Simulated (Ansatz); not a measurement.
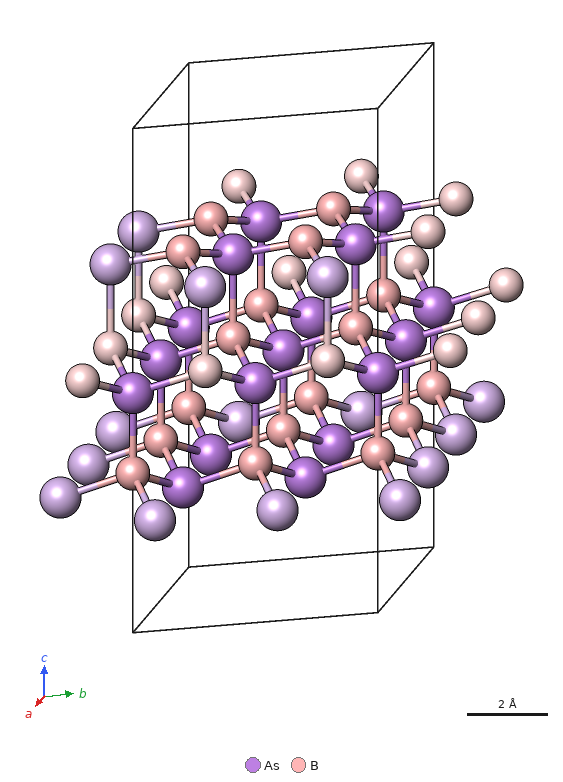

*The input geometry (ball-and-stick view of the 2 × 2 repeat of the cell, with the vacuum cut short, seen slightly off an axis; neighbours outside the cell are drawn fainter). An atom can appear more than once, as a periodic image.*

BAs: single-point calculation

- system: BAs (slab, 6 atoms in the cell)
- method: DFT PBEsol, scalar-relativistic, plane waves, PAW, no spin polarisation (Ansatz 0.2.0)

The structure derives from an entry of the Crystallography Open Database. It belongs to a series of runs on one base structure; here: the film alone at its places in the stack. Figures and captions count atoms from 1; the log counts them from 0 in places.

### Input file
```yaml
crystal:
  lattice:
    - [3.2300235054, 0.0, 0.0]
    - [-1.6150117527, 2.7972824105, 0.0]
    - [0.0, 0.0, 32.2070166434]
  atoms:
    - { symbol: As, position: [0.6666666667, 0.3333333333, 0.570896032] }
    - { symbol: B, position: [0.0, 0.0, 0.5940091275] }
    - { symbol: As, position: [0.0, 0.0, 0.6587682137] }
    - { symbol: B, position: [0.3333333333, 0.6666666667, 0.6803348586] }
    - { symbol: As, position: [0.3333333333, 0.6666666667, 0.7479894786] }
    - { symbol: B, position: [0.6666666667, 0.3333333333, 0.7616049463] }
basis:
  ecutwfc: 420
kpoints:
  mp_grid: { grid: [9, 9, 1] }
hamiltonian:
  xc: pbesol
scf:
  occupations: { method: gaussian, width: 0.05 }
output:
  forces: true
  stress: true
  eigenvalues: true
  write_density: true
  write_potential: true
  elf: true
  volumetric_format: npy
efield:
  axis: 3
  dipole_correction: true
  ramp_width: 0.04
```

Run on 4 threads of AMD EPYC (Zen 5), 32 GiB of memory available, shared host.

Command:
```bash
ansatz run input.yaml --threads 4 --pin off --max-ram 10240MiB --backend cpu --events-out ev --progress --plain --runs-dir out
```

### Log
```
Engine: ansatz 0.2.0, x86_64-unknown-linux-gnu
Pseudopotentials: kind: paw
Pseudopotential: As, paw, valence charge 15, recommended cutoff 420 eV (normal), As.paw.azcp
Pseudopotential: B, paw, valence charge 3, recommended cutoff 420 eV (normal), B.paw.azcp
Functional definition: PBEsol
  exchange = pbesol_x
  correlation = pbesol_c
Crystal: 6 atoms, lattice volume = 291.000 Å³
Basis set: ecut = 420 eV, 5795 PW (Γ), exchange–correlation on 48×48×432 points (8 copies of the dense FFT grid, shifted against one another)
Bands: 33, of which v1, the nominal top of the filled ones, is band 27 counted from 1 (26 counted from 0)
Symmetry: 6 space group operations
Space group: P3m1 (ITA 156), of the structure as read, at distance tolerance 6.6e-5 Å
k-points: 12 of 81 (time reversal used)
Non-local potential: As, projectors of the file, l = 0: 2, l = 1: 2, l = 2: 3, l = 3: 1
Non-local potential: B, projectors of the file, l = 0: 2, l = 1: 2, l = 2: 1
PAW form: soft (Blöchl's): semilocal exchange-correlation on the pseudo side does not see the compensation charge
PAW frozen core: As, regenerated for the run's functional, and the local potential with it (the file was generated under x = pbe(κ = 0.804, μ = 0.2195149727645171), c = pbe(β = 0.06672455060314922))
PAW frozen core: B, regenerated for the run's functional, and the local potential with it (the file was generated under x = pbe(κ = 0.804, μ = 0.2195149727645171), c = pbe(β = 0.06672455060314922))
PAW one-centre angular grid: As, 590 points (default); XC on 64 Gauss nodes
PAW one-centre angular grid: B, 110 points (default); XC on 64 Gauss nodes
Initial density: superposition of atomic densities (neutral atoms: chi_scale 0, normalization atom), corrected by the library's trained network
Initial wavefunctions: pseudopotential atomic-orbital guess
Functional: x = pbesol(κ = 0.804, μ = 0.12345679012345678), c = pbesol(β = 0.046)
SCF iter   1: F=—  HF=-14894.587181 eV  |F-HF|=—  |Δ(HF+E_count)|=         —  Δρ=7.81e-3  dr2=3.51e0  ethr=1.77e-3  p=0.039 e·Å  D=2.44e-2 V/Å  ΔV_dip=-0.79 eV  dr2_dipole=1.02e0  V_vac-E_F(+/−)=4.21/5.00 eV  ⟨swp⟩=8.5  Hψ=1921  notcnv=0  defer=4
efield: sawtooth ramp at fractional position 0.1463 (placed from the atoms, in the widest stretch of the axis that holds none; the zero of the levels goes with the place), width 0.0400; the density the first Hamiltonian is built on has a dipole p = 0.039 e·Å; the dipole correction subtracts the counter field D = 2.44e-2 V/Å, which shifts the + side's vacuum level by -0.79 eV against the − side's; the planar-averaged density in the ramp window peaks in size at 1.4e-6 e/Å³
preconditioner: auto → LDOS  [insulator: Δε(μ)=0.198 eV  Ē_g=10.204 eV  σ=0.050 eV  W_gap=0.81  n_scr=20 (ndim 8)  ℏωp=10.7 eV  f_vac=0.695  D(μ)=2.33/eV (n_scr^D=12)  ε∞_Penn≈2.1  β→1.0]
SCF iter   2: F=—  HF=-14895.736134 eV  |F-HF|=—  |Δ(HF+E_count)|=    1.15e0  Δρ=2.49e-2  dr2=4.64e1  ethr=1.77e-3  p=0.182 e·Å  D=1.13e-1 V/Å  ΔV_dip=-3.65 eV  dr2_dipole=1.42e1  V_vac-E_F(+/−)=3.16/6.81 eV  ⟨swp⟩=3.7  Hψ=663  notcnv=0  defer=16  recentre
SCF iter   3: F=—  HF=-14894.505236 eV  |F-HF|=—  |Δ(HF+E_count)|=    1.23e0  Δρ=3.62e-3  dr2=5.48e-1  ethr=1.77e-3  p=0.055 e·Å  D=3.41e-2 V/Å  ΔV_dip=-1.10 eV  dr2_dipole=1.58e-1  V_vac-E_F(+/−)=4.25/5.35 eV  ⟨swp⟩=3.2  Hψ=629  notcnv=0  defer=11
SCF iter   4: F=—  HF=-14894.487369 eV  |F-HF|=—  |Δ(HF+E_count)|=   1.79e-2  Δρ=9.03e-4  dr2=2.06e-2  ethr=1.02e-3  p=0.072 e·Å  D=4.46e-2 V/Å  ΔV_dip=-1.44 eV  dr2_dipole=5.84e-3  V_vac-E_F(+/−)=4.30/5.74 eV  ⟨swp⟩=1.6  Hψ=503  notcnv=0  defer=16
SCF iter   5: F=—  HF=-14894.486714 eV  |F-HF|=—  |Δ(HF+E_count)|=   6.54e-4  Δρ=4.75e-4  dr2=7.59e-3  ethr=3.82e-5  p=0.071 e·Å  D=4.42e-2 V/Å  ΔV_dip=-1.43 eV  dr2_dipole=2.42e-3  V_vac-E_F(+/−)=4.34/5.76 eV  ⟨swp⟩=2.0  Hψ=522  notcnv=0  defer=16
SCF iter   6: F=—  HF=-14894.486564 eV  |F-HF|=—  |Δ(HF+E_count)|=   1.51e-4  Δρ=2.13e-4  dr2=1.09e-3  ethr=1.41e-5  p=0.070 e·Å  D=4.34e-2 V/Å  ΔV_dip=-1.40 eV  dr2_dipole=3.28e-4  V_vac-E_F(+/−)=4.35/5.74 eV  ⟨swp⟩=1.5  Hψ=418  notcnv=0  defer=16
SCF iter   7: F=—  HF=-14894.486561 eV  |F-HF|=—  |Δ(HF+E_count)|=   2.63e-6  Δρ=8.65e-5  dr2=8.72e-5  ethr=2.02e-6  p=0.069 e·Å  D=4.29e-2 V/Å  ΔV_dip=-1.38 eV  dr2_dipole=4.22e-6  V_vac-E_F(+/−)=4.35/5.74 eV  ⟨swp⟩=1.9  Hψ=418  notcnv=0  defer=16
SCF iter   8: F=—  HF=-14894.486561 eV  |F-HF|=—  |Δ(HF+E_count)|=   1.39e-7  Δρ=6.23e-5  dr2=3.68e-5  ethr=1.62e-7  p=0.069 e·Å  D=4.29e-2 V/Å  ΔV_dip=-1.38 eV  dr2_dipole=7.43e-7  V_vac-E_F(+/−)=4.36/5.74 eV  ⟨swp⟩=1.9  Hψ=483  notcnv=0  defer=16
SCF iter   9: F=—  HF=-14894.486558 eV  |F-HF|=—  |Δ(HF+E_count)|=   2.82e-6  Δρ=3.44e-5  dr2=1.67e-5  ethr=6.82e-8  p=0.069 e·Å  D=4.29e-2 V/Å  ΔV_dip=-1.38 eV  dr2_dipole=2.16e-6  V_vac-E_F(+/−)=4.36/5.74 eV  ⟨swp⟩=1.8  Hψ=393  notcnv=0  defer=16
SCF iter  10: F=—  HF=-14894.486557 eV  |F-HF|=—  |Δ(HF+E_count)|=   1.25e-6  Δρ=6.84e-6  dr2=1.07e-6  ethr=3.10e-8  p=0.069 e·Å  D=4.28e-2 V/Å  ΔV_dip=-1.38 eV  dr2_dipole=2.43e-7  V_vac-E_F(+/−)=4.36/5.74 eV  ⟨swp⟩=2.0  Hψ=438  notcnv=0  defer=16
SCF iter  11: F=-14894.486557 eV  HF=-14894.486557 eV  |F-HF|=1.98e-8  |Δ(HF+E_count)|=   1.61e-7  Δρ=2.30e-6  dr2=4.72e-8  ethr=1.85e-10  p=0.069 e·Å  D=4.28e-2 V/Å  ΔV_dip=-1.38 eV  dr2_dipole=3.09e-9  V_vac-E_F(+/−)=4.36/5.74 eV  ⟨swp⟩=19.0  Hψ=3388  notcnv=0
SCF 1 converged in 11 iterations: F = -14894.486557 eV  dr2 = 4.72e-8
  greatest PAW one-centre occupation: 0.999 electrons in one spin orbital (limit 2), on the As atom at site 2 (counted from 0), in its partial waves of l = 2
```

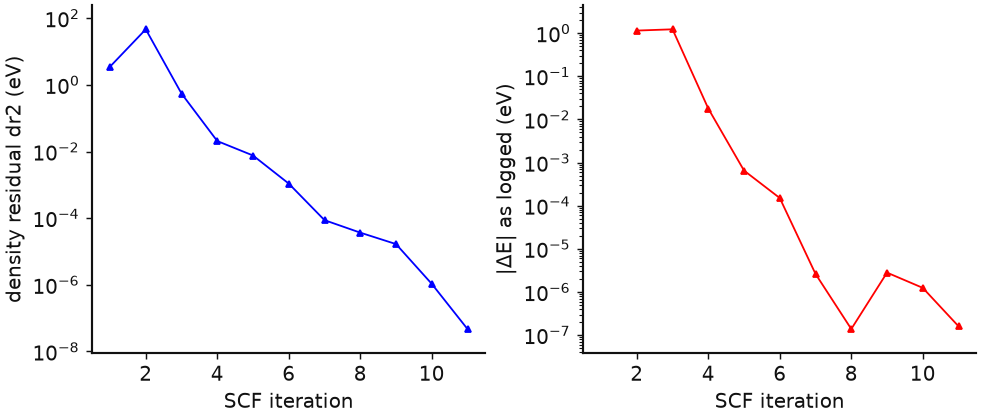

*Convergence of the self-consistent field: density residual dr2 and size of the energy change against the SCF iteration.*

The residual comes down, with one marked jump up, by a factor of about 15, at step 2.

```
WARN: The output density's exchange-correlation potential varies sharply where the density is thin. Do not read a vacuum level from v_tot or v_xc, or from such a field of the output density. On a cell that repeats whose density bears no net charge and no dipole along the vacuum's axis use v_es (v_loc + v_h of the components); under efield.dipole_correction with no amplitude use v_es + v_field, which holds any external_charges[].barrier, or the levels of the report's work_function block, which leave it out; under a non-zero efield.amplitude the vacuum is tilted and has no level; on a cell that repeats and bears such a dipole with no correction it is tilted too, and efield.dipole_correction with no amplitude gives each side of its ramp a level where efield: is served; in a cell that repeats whose density bears a net charge (total_charge, or a fill off its count) it is curved and has none; of a slab under crystal.periodic whose density bears no net charge use v_es, which has a level on each side, short of where the two are joined; of another it falls or rises all the way out and has none; of a slab beside external_charges read slab_vacuum_level instead, which it has where they leave it neutral. The grid or the basis barely resolves most such structure, and the values can differ between equally converged runs; as a rule a tighter scf.convergence.dr2_threshold does not remove it. Where the density itself ripples (under the LDA too) a higher basis.ecutwfc lessens it. The files hold the spikes' plane waves up to the density's cutoff. Files: v_tot_of_output_density and the like, and their columns of v_z.tsv (output.write_potential); v_xc_of_output_density and the like, and their columns of v_comp_z.tsv (output.write_potential_components). Measured: with its Gaussian average of σ = 0.25 Å subtracted twice, the exchange-correlation potential is over 0.1 eV at 1 of the grid points where the equally averaged density (valence and model cores) is under 1e-3 e/Å³, and 0.136 eV at the most among them, at an averaged density of 4.2e-8 e/Å³. The input density's (outcome.potential() and, of a run that writes arrays, v_tot and v_xc) is over 0.1 eV, so measured, at 93 points of its own thin density, 0.119 eV at the most. See output.write_potential in the manual, Limitations
SCF converged after 11 iterations
Free energy (F): -14894.486557 eV
Harris-Foulkes:  -14894.486557 eV  (|F-HF|=1.98e-8)
Internal energy: -14894.480349 eV  (E = F + TS)
E sigma→0 (E₀):  -14894.483453 eV
Entropy (-TS):   -0.006209 eV (-1.035 meV/atom)
Fermi energy:    -0.626889 eV
Dipole field:    D = 0.042720 V/Å  (p = 0.068701 e·Å, saw-weighted, corrected)
Work function:   Φ+ = 4.3640 eV   Φ− = 5.7399 eV
Levels:          The Fermi level and band energies are counted from a zero that moves with the ramp; work functions are not
--- Per-component energies (eV) ---
  E_band       = -1253.277943
  E_kinetic    = 460.840467
  E_local      = -92431.681919  (includes V_loc(G=0)·N_el)
  E_nonlocal   = -1964.985103
  E_hartree    = 46178.314239
  E_xc         = -333.512356
  E_vxc        = -354.123188  (∫ρ·V_xc dr)
  E_paw        = -5608.926587  (= ΣΔE_a)
  E_vpaw       = 679.747946  (= ΣTr[D̂ρ^β])
  E_aug_tail   = 0.000016  (compensation charges beyond the density's cutoff)
  E_efield     = 0.001467  (sawtooth field / dipole correction)
  E_vefield    = 0.284819  (∫n·V_field dr)
  E_ewald      = 38802.526007
  E_core_change = 2.943419  (= ΣΔE_core)
  E_smearing   = -0.006209  (= −TS)
  E_closure    = 0.000000  (closes the sum)
  Σ components = -14894.486557   (vs F -14894.486557, Δ=0.00e0)
--- Forces (eV/Å), atoms counted from 1 ---
  atom   1  As    -0.00000000     0.00000000    -0.47348536
  atom   2  B      0.00000000    -0.00000000     0.26787438
  atom   3  As     0.00000000    -0.00000000     0.12830435
  atom   4  B      0.00000000    -0.00000000    -0.11347489
  atom   5  As     0.00000000     0.00000000     0.03178360
  atom   6  B      0.00000000    -0.00000000     0.15897023
  max |Σ_I F_I| component: 2.77e-5 eV/Å
--- Stress (GPa, compression-positive) ---
        4.668271      -0.000000       0.000000
       -0.000000       4.668271      -0.000000
        0.000000      -0.000000       0.726899
  P = ⅓ Tr σ = 3.3545 GPa (33.545 kbar)
--- Band table (eV; the first three rows and the last of 12) ---
  k-point 0: bands = ["-36.9550", "-36.9216", "-36.9216", "-36.8961", "-36.8961", "-36.3239", "-36.3183", "-36.3183", "-36.2906", "-36.2906", "-35.2762", "-35.2762", "-35.2156", "-35.2156", "-35.2156", "-16.4609", "-15.3424", "-13.8327", "-8.4228", "-5.6057", "-2.3730", "-2.3730", "-1.9377", "-1.3226", "-1.3226", "-0.1493", "-0.1493", "0.6314", "3.3241", "3.3854", "3.8140", "3.8140", "4.0341"]
  k-point 1: bands = ["-36.9536", "-36.9218", "-36.9205", "-36.8965", "-36.8948", "-36.3229", "-36.3182", "-36.3165", "-36.2913", "-36.2903", "-35.2763", "-35.2739", "-35.2165", "-35.2158", "-35.2142", "-16.2622", "-15.1466", "-13.6368", "-8.2474", "-5.4484", "-3.6095", "-2.8309", "-2.5681", "-1.7663", "-1.7354", "-1.3264", "-0.5246", "0.5851", "3.1200", "3.5458", "3.8111", "4.3059", "4.3874"]
  k-point 2: bands = ["-36.9504", "-36.9223", "-36.9184", "-36.8973", "-36.8906", "-36.3224", "-36.3159", "-36.3125", "-36.2929", "-36.2889", "-35.2767", "-35.2682", "-35.2187", "-35.2162", "-35.2105", "-15.6753", "-14.5716", "-13.0614", "-7.7918", "-5.9521", "-5.0244", "-4.7484", "-3.6875", "-3.5127", "-2.5467", "-1.3493", "-1.2963", "0.1289", "2.3764", "3.1743", "3.9860", "4.3055", "4.8509"]
  k-point 11: bands = ["-36.9415", "-36.9209", "-36.9197", "-36.8908", "-36.8865", "-36.3147", "-36.3111", "-36.3109", "-36.2906", "-36.2899", "-35.2687", "-35.2630", "-35.2210", "-35.2198", "-35.2025", "-12.7920", "-12.1178", "-10.5982", "-9.4930", "-8.8000", "-8.0846", "-7.4843", "-6.6777", "-5.7936", "-4.0838", "-3.9944", "-1.3204", "-0.5519", "2.9365", "3.1050", "4.4861", "4.8533", "6.0192"]
```

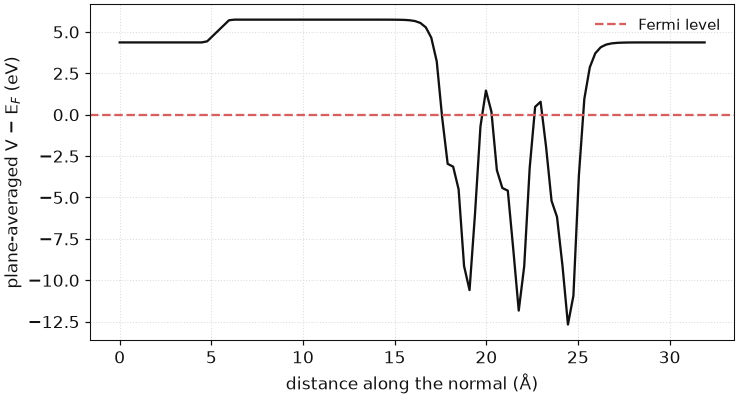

*Plane average of the electrostatic potential energy of an electron across the cell, from the Fermi level.*

The vacuum level lies 4.36 eV above the Fermi level on the upper side and 5.74 eV on the lower.

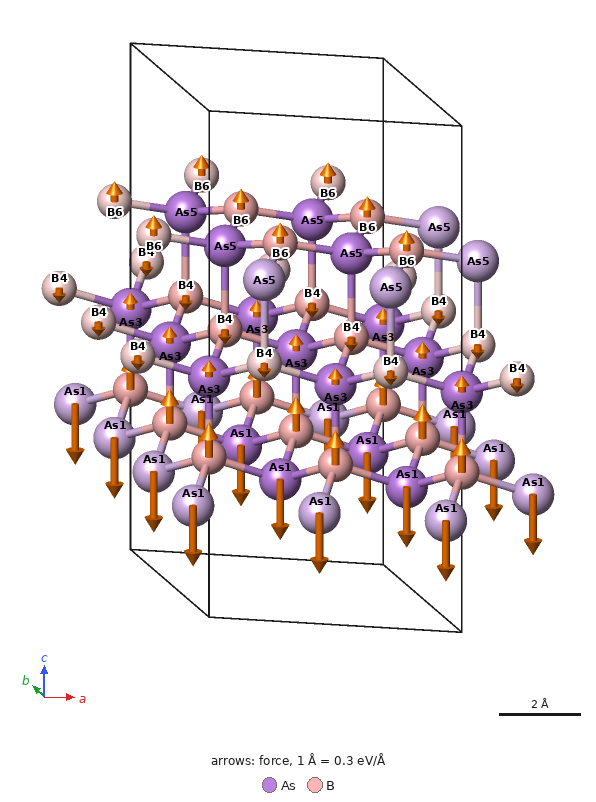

*Forces on the atoms as orange arrows (ball-and-stick view of the 2 × 2 repeat of the cell, with the vacuum cut short, seen slightly off an axis; neighbours outside the cell are drawn fainter; atoms are numbered from 1 in the order of the input); the smallest are left out.*

The largest act on As1 (0.47 eV/Å); B2 (0.27 eV/Å); B6 (0.16 eV/Å). The geometry is not a stationary point of this energy.

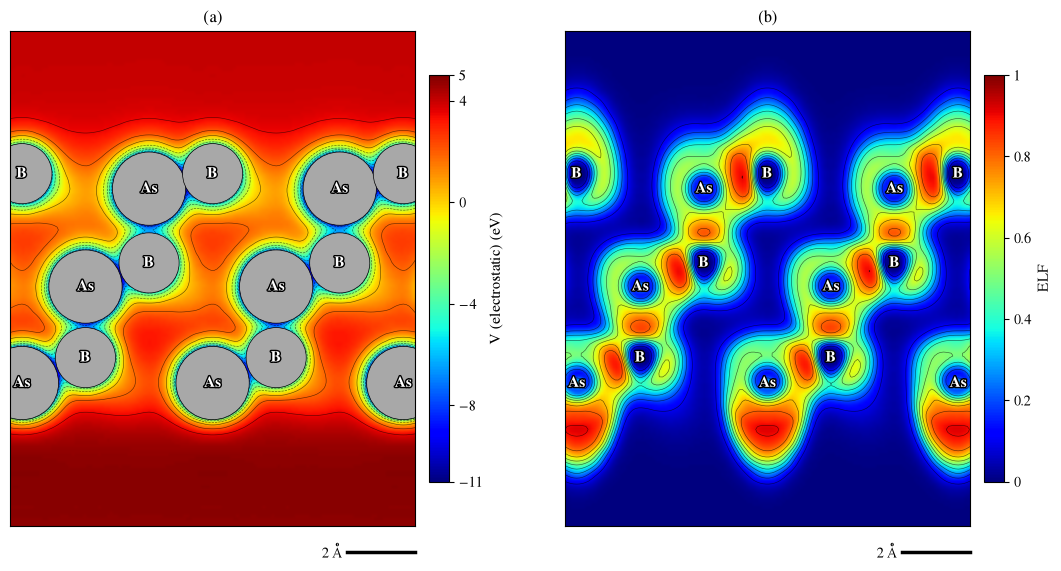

*(a) electrostatic potential (local pseudopotential plus Hartree) felt by an electron; (b) ELF on the (110) plane of the calculation cell, a cut from vacuum to vacuum. Grey discs, where drawn, cover atomic cores.*

The section cuts through As and B sites. B–As (1.99 Å): the ELF peaks at about 0.90 between the atoms (a shared electron pair). B–As (2.09 Å): the ELF peaks at about 0.85 between the atoms (a covalent bond). B–As (2.18 Å): the ELF peaks at about 0.80 between the atoms, which marks a covalent bond. In a PAW calculation such maps are meaningful between the atoms, not at the nuclei.

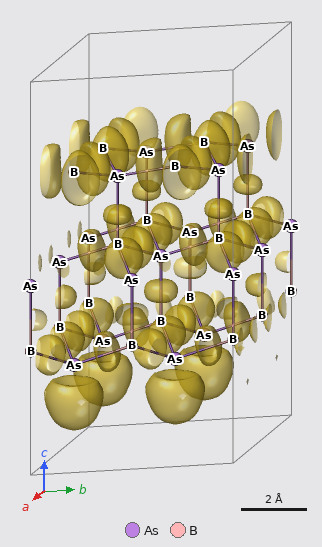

*Isosurface of the ELF at 0.7 (yellow), seen slightly off an axis. Core shells and regions of very low density are left out. Sticks mark near contacts.*

Values along the shortest contacts: B–As (1.92 Å): the ELF peaks at about 0.90 between the atoms, as expected for localised, shared-pair bonding.

### Summary

```json
{"quantity": "outcome", "value": "converged"}
{"quantity": "electrons treated", "value": "54"}
{"quantity": "free energy", "value": "−14894.4866 eV"}
{"quantity": "work function, top face", "value": "4.36 eV"}
{"quantity": "work function, bottom face", "value": "5.74 eV"}
{"quantity": "Fermi energy", "value": "−0.627 eV"}
{"quantity": "gap on the k-point mesh", "value": "none (metallic)"}
{"quantity": "work function (upper face)", "value": "4.36 eV"}
{"quantity": "largest force (length of the vector)", "value": "0.473 eV/Å"}
{"quantity": "wall time", "value": "1.8 s (CPU time 6.2 s)"}
{"quantity": "peak memory", "value": "0.67 GiB"}
```

### Notes

Warnings of the run: the exchange-correlation potential is rough where the density is thin.
